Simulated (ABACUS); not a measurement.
# La₂O₃: band-structure run (part 2 of 2)

The same run, continued: La₂O₃ (P-3m1, 5 atoms in the cell); Kohn-Sham DFT of a periodic cell, r2SCAN, SG15 ONCV 1.2 PBE, no spin polarisation (ABACUS 3.10.1); cutoff 1741.53 eV, fermi-dirac of 0.05 eV. The structure derives from a Materials Project entry. It belongs to a series of runs on one base structure; here: bands on the converged density.

Geometry of the input (Å; fractional positions):
```
3.9308  0.0000  0.0000
-1.9654  3.4042  0.0000
0.0000  0.0000  6.1120
La 0.3333  0.6667  0.2462
La 0.6667  0.3333  0.7538
O  0.0000  0.0000  0.0000
O  0.3333  0.6667  0.6459
O  0.6667  0.3333  0.3541
```

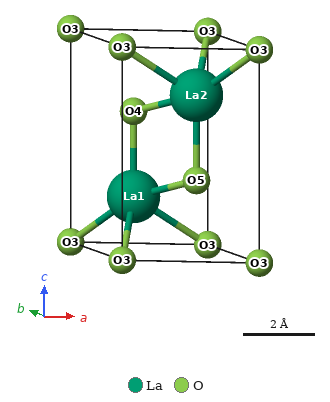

Fig. 1: The input geometry (ball-and-stick view of the cell of the calculation, seen slightly off an axis; atoms are numbered from 1 in the order of the input). An atom can appear more than once, as a periodic image.

## Log, continued
```
 k(1/57) Iter steps (avg)=71 threshold=1e-07
 k(2/57) Iter steps (avg)=74 threshold=1e-07
 k(3/57) Iter steps (avg)=56 threshold=1e-07
 k(4/57) Iter steps (avg)=158 threshold=1e-07
 k(5/57) Iter steps (avg)=121 threshold=1e-07
 k(6/57) Iter steps (avg)=63 threshold=1e-07
 k(7/57) Iter steps (avg)=101 threshold=1e-07
 k(8/57) Iter steps (avg)=61 threshold=1e-07
 k(9/57) Iter steps (avg)=60 threshold=1e-07
 k(10/57) Iter steps (avg)=60 threshold=1e-07
 k(11/57) Iter steps (avg)=79 threshold=1e-07
 k(12/57) Iter steps (avg)=73 threshold=1e-07
 k(13/57) Iter steps (avg)=84 threshold=1e-07
 k(14/57) Iter steps (avg)=61 threshold=1e-07
 k(15/57) Iter steps (avg)=62 threshold=1e-07
[... levels at 15 k points of this process ...]

 Density error is 0.00000000000
                          Error Threshold = 1.00000000000e-07
----------------------------------------------------------
     Energy           Rydberg                 eV
----------------------------------------------------------
 E_KohnSham     -224.5570842496      -3055.2558720600
 E_KS(sigma->0) -224.5570842496      -3055.2558720600
 E_Harris       -224.5570842496      -3055.2558720600
 E_band         -2.5510517002        -34.7088390154
 E_one_elec     -29.8442275706       -406.0515473692
 E_Hartree      40.0655991848        545.1204426970
 E_xc           -38.9455480817       -529.8813656448
 E_Ewald        -195.8329077820      -2664.4434017431
 E_entropy(-TS) -0.0000000000        -0.0000000000
 E_descf        0.0000000000         0.0000000000
 E_exx          0.0000000000         0.0000000000
 E_Fermi        0.8022439520         10.9150889332
----------------------------------------------------------

 charge density convergence is achieved
 final etot is -3055.2558721 eV
 EFERMI = 10.915088933 eV

 STATE ENERGY(eV) AND OCCUPATIONS    NSPIN == 1
 1/15 kpoint (Cartesian) = 0.0000 0.0000 0.0000 (13535 pws)
       1       -21.6256      0.0350877
       2       -21.3811      0.0350877
       3       -8.48963      0.0350877
       4       -7.38184      0.0350877
       5       -6.88479      0.0350877
       6       -4.38721      0.0350877
       7       -4.38721      0.0350877
       8       -4.16041      0.0350877
       9       -4.16041      0.0350877
      10       -4.07676      0.0350877
      11       -3.46320      0.0350877
      12        7.07342      0.0350877
      13        7.07342      0.0350877
      14        7.26258      0.0350877
      15        7.26258      0.0350877
      16        7.37019      0.0350877
      17        7.84969      0.0350877
      18        9.15395      0.0350877
      19        9.15395      0.0350877
      20        9.42878      0.0350877
      21        14.6602    1.03674e-34
      22        14.8160    4.59677e-36
      23        14.8160    4.59676e-36
      24        15.3911    4.64556e-41
      25        16.7327    1.03279e-52
      26        17.6571    9.64597e-61
      27        17.6571    9.64590e-61
      28        17.8595    1.68508e-62
      29        18.1823    2.64862e-65
      30        18.1823    2.64772e-65

 2/15 kpoint (Cartesian) = 0.021200 0.012240 0.0000 (13513 pws)
       1       -21.6132      0.0350877
       2       -21.3759      0.0350877
       3       -8.49221      0.0350877
       4       -7.49693      0.0350877
       5       -6.96544      0.0350877
       6       -4.41609      0.0350877
       7       -4.29658      0.0350877
       8       -4.16878      0.0350877
       9       -4.10872      0.0350877
      10       -4.09202      0.0350877
      11       -3.44952      0.0350877
      12        7.11437      0.0350877
      13        7.15145      0.0350877
      14        7.17071      0.0350877
      15        7.30829      0.0350877
      16        7.39869      0.0350877
      17        8.06912      0.0350877
      18        9.04625      0.0350877
      19        9.14482      0.0350877
      20        9.39766      0.0350877
      21        14.8189    4.33906e-36
      22        14.8568    2.03275e-36
      23        14.9031    8.04387e-37
      24        15.3041    2.64473e-40
      25        16.7022    1.89912e-52
      26        17.6479    1.16169e-60
      27        17.7244    2.51146e-61
      28        17.9032    7.03663e-63
      29        18.1351    6.80989e-65
      30        18.1696    3.41412e-65

 3/15 kpoint (Cartesian) = 0.042400 0.024480 0.0000 (13519 pws)
       1       -21.5787      0.0350877
       2       -21.3623      0.0350877
       3       -8.51838      0.0350877
       4       -7.78392      0.0350877
       5       -7.12037      0.0350877
       6       -4.48997      0.0350877
       7       -4.19533      0.0350877
       8       -4.18067      0.0350877
       9       -4.13091      0.0350877
      10       -3.99872      0.0350877
      11       -3.32774      0.0350877
      12        6.97110      0.0350877
      13        7.30843      0.0350877
      14        7.41740      0.0350877
      15        7.48269      0.0350877
      16        7.48577      0.0350877
      17        8.39816      0.0350877
      18        8.78741      0.0350877
      19        9.13372      0.0350877
      20        9.34615      0.0350877
      21        14.6693    8.64473e-35
      22        15.0839    2.16480e-38
      23        15.1398    7.07147e-39
      24        15.5569    1.68504e-42
      25        16.6465    5.78887e-52
      26        17.6408    1.33706e-60
      27        17.6834    5.70327e-61
      28        18.0323    5.31766e-64
      29        18.0429    4.30451e-64
      30        18.2229    1.17663e-65

 4/15 kpoint (Cartesian) = 0.063601 0.036720 0.0000 (13513 pws)
       1       -21.5289      0.0350877
       2       -21.3456      0.0350877
       3       -8.60005      0.0350877
       4       -8.13582      0.0350877
       5       -7.19834      0.0350877
       6       -4.58283      0.0350877
       7       -4.38565      0.0350877
       8       -4.23665      0.0350877
       9       -4.16926      0.0350877
      10       -3.68119      0.0350877
      11       -3.11290      0.0350877
      12        6.95673      0.0350877
      13        7.40825      0.0350877
      14        7.60053      0.0350877
      15        7.74300      0.0350877
      16        7.83849      0.0350877
      17        8.53760      0.0350877
      18        8.62171      0.0350877
      19        9.14720      0.0350877
      20        9.30758      0.0350877
      21        14.3737    3.19060e-32
      22        15.2523    7.46263e-40
      23        15.4645    1.07106e-41
      24        16.0470    9.32764e-47
      25        16.6032    1.37752e-51
      26        17.6207    1.99789e-60
      27        17.6783    6.31430e-61
      28        17.9618    2.18061e-63
      29        18.0797    2.06248e-64
      30        18.3475    9.71908e-67

 5/15 kpoint (Cartesian) = 0.084801 0.048960 0.0000 (13487 pws)
       1       -21.4743      0.0350877
       2       -21.3327      0.0350877
       3       -8.72036      0.0350877
       4       -8.45993      0.0350877
       5       -7.15307      0.0350877
       6       -4.66932      0.0350877
       7       -4.66508      0.0350877
       8       -4.28106      0.0350877
       9       -4.21634      0.0350877
      10       -3.35828      0.0350877
      11       -2.93856      0.0350877
      12        7.05016      0.0350877
      13        7.45519      0.0350877
      14        7.65716      0.0350877
      15        7.99267      0.0350877
      16        8.25874      0.0350877
      17        8.55903      0.0350877
      18        8.69745      0.0350877
      19        9.17450      0.0350877
      20        9.25601      0.0350877
      21        14.1549    2.53557e-30
      22        15.4045    3.55001e-41
      23        15.8045    1.19185e-44
      24        16.1345    1.62108e-47
      25        16.6308    7.92255e-52
      26        17.5792    4.58921e-60
      27        17.7828    7.82260e-62
      28        17.9157    5.48317e-63
      29        18.1114    1.09264e-64
      30        18.3193    1.70972e-66

 6/15 kpoint (Cartesian) = 0.10600 0.061200 0.0000 (13487 pws)
       1       -21.4283      0.0350877
       2       -21.3288      0.0350877
       3       -8.81265      0.0350877
       4       -8.69321      0.0350877
       5       -7.05375      0.0350877
       6       -4.90447      0.0350877
       7       -4.72957      0.0350877
       8       -4.31465      0.0350877
       9       -4.25120      0.0350877
      10       -3.10205      0.0350877
      11       -2.86524      0.0350877
      12        7.18005      0.0350877
      13        7.46708      0.0350877
      14        7.58641      0.0350877
      15        8.17110      0.0350877
      16        8.61831      0.0350877
      17        8.64518      0.0350877
      18        8.83579      0.0350877
      19        9.15673      0.0350877
      20        9.20844      0.0350877
      21        14.0197    3.79205e-29
      22        15.5490    1.97406e-42
      23        15.9377    8.30632e-46
      24        16.0857    4.30235e-47
      25        16.5799    2.19346e-51
      26        17.4711    3.98514e-59
      27        17.8673    1.44201e-62
      28        17.9648    2.05227e-63
      29        18.1230    8.66562e-65
      30        18.1816    2.68384e-65

[... levels at 9 further k points ...]

 --------------------------------------------
 !FINAL_ETOT_IS -3055.255872060008 eV
 --------------------------------------------

 Output bands in file: OUT.La2O3/BANDS_1.dat
```

## Standard output
```
ABACUS v3.10.1

               Atomic-orbital Based Ab-initio Computation at UStc

 dft_functional readin is: MGGA_X_R2SCAN+MGGA_C_R2SCAN
 dft_functional in pseudopot file is: PBE
 Please make sure this is what you need
 dft_functional readin is: MGGA_X_R2SCAN+MGGA_C_R2SCAN
 dft_functional in pseudopot file is: PBE
 Please make sure this is what you need

%%%%%%%%%%%%%%%%%%%%%%%%%%%%%%%%%%%%%%%%%%%%%%%%%%%%%%%%%%%%%%%%%%%%%%%%%%%%%%%%%%%%%%%%%%%%%%%%%%%%%%%%%
 Warning: the number of valence electrons in pseudopotential > 3 for La: [Xe] 5d1 6s2
 Pseudopotentials with additional electrons can yield (more) accurate outcomes, but may be less efficient.
 If you're confident that your chosen pseudopotential is appropriate, you can safely ignore this warning.
%%%%%%%%%%%%%%%%%%%%%%%%%%%%%%%%%%%%%%%%%%%%%%%%%%%%%%%%%%%%%%%%%%%%%%%%%%%%%%%%%%%%%%%%%%%%%%%%%%%%%%%%%

 UNIFORM GRID DIM        : 54 * 54 * 90
 UNIFORM GRID DIM(BIG)   : 54 * 54 * 90
func,idMGGA_X_R2SCAN 497
func,idMGGA_C_R2SCAN 498
 ---------------------------------------------------------
 ---------------------------------------------------------
 SPIN    KPOINTS         PROCESSORS  THREADS
 1       57              4           4
 ---------------------------------------------------------
 Use plane wave basis
 ---------------------------------------------------------
 ELEMENT NATOM       XC
 La      2
 O       3
 ---------------------------------------------------------
 Initial plane wave basis and FFT box
 ---------------------------------------------------------
 -------------------------------------------
 NONSELF-CONSISTENT :
 -------------------------------------------
 START CHARGE      : file
 ITER       ETOT/eV          EDIFF/eV         DRHO         DKIN     TIME/s
 DA1     -3.05525587e+03   0.00000000e+00   0.0000e+00   0.0000e+00 243.03
```

## Key numbers

| quantity | value |
| --- | --- |
| outcome | converged |
| space group (tolerance 0.01 Å) | P-3m1 (164) |
| electrons treated | 40 |
| gap on the band path | 4.28 eV |
| wall time | 4.1 min (CPU time 16 min) |
| peak memory | 1.2 GiB |
